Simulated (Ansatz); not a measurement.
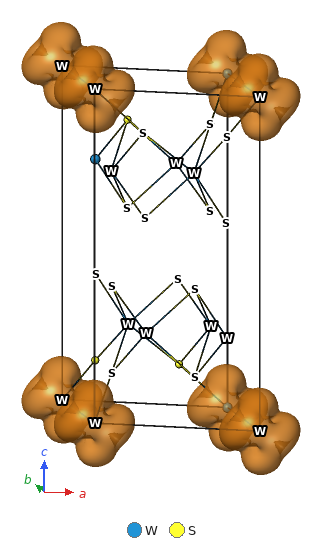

Figure. W9S16 (cell charge +1, with a compensating background) (cell with a defect). Isosurface of the spin density (up minus down) at +0.03 e/Å³ (orange), seen slightly off an axis. Sticks mark near contacts.

Spin-polarised.

Method: DFT PBE+D3(BJ), scalar-relativistic, plane waves, PAW in Ansatz 0.2.0.

The density is the valence pseudo-density of a PAW calculation; it isn't the true density close to the nuclei.

**Where is the spin, and how is it ordered?**

The spin density sits on W: +0.8 μB in one cell of 25 atoms: with much of the spin spread outside that site. The cell of the calculation (25 atoms) carries 1.4 μB of net spin moment.
